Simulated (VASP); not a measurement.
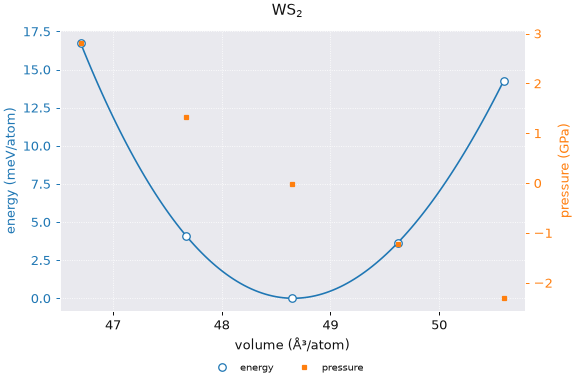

The figure shows the energy and pressure against volume for WS₂, space group P-6m2 (No. 187).

Starting cell:
```
W S
1.0
     3.15566    0.00000    0.00000
    -1.57783    2.73288    0.00000
     0.00000    0.00000   16.92299
W S
1 2
Cartesian
  0.0000 0.0000 0.0000
  0.0000 1.8219 1.5557
  0.0000 1.8219 15.3673
```

Calculation (VASP 6.6.1): plane-wave DFT, no spin polarisation; energies at scaled volumes of the given cell, shape and fractions fixed, counted from the fit's minimum, third-order Birch-Murnaghan fit. Level: HSE06.

- k mesh: 6×6×1
- occupations: Gaussian
- smearing width: 0.02 eV
- potentials: VASP PAW PBE potentials, recommended
- wave cutoff: 520 eV

**How stiff is the solid, and where is its volume at rest?**

A third-order Birch–Murnaghan fit gives V0 = 48.66 Å³/atom, B0 = 63.5 GPa and B′ = 4.2.

**What does the pressure do across the range?**

It falls from 2.81 GPa at volume 46.70 Å³/atom to −2.31 GPa at 50.59 Å³/atom, and changes sign near 48.63 Å³/atom.

Keep in mind: shape and atomic fractions are frozen while scaling, which makes layered, chain and framework solids too stiff.
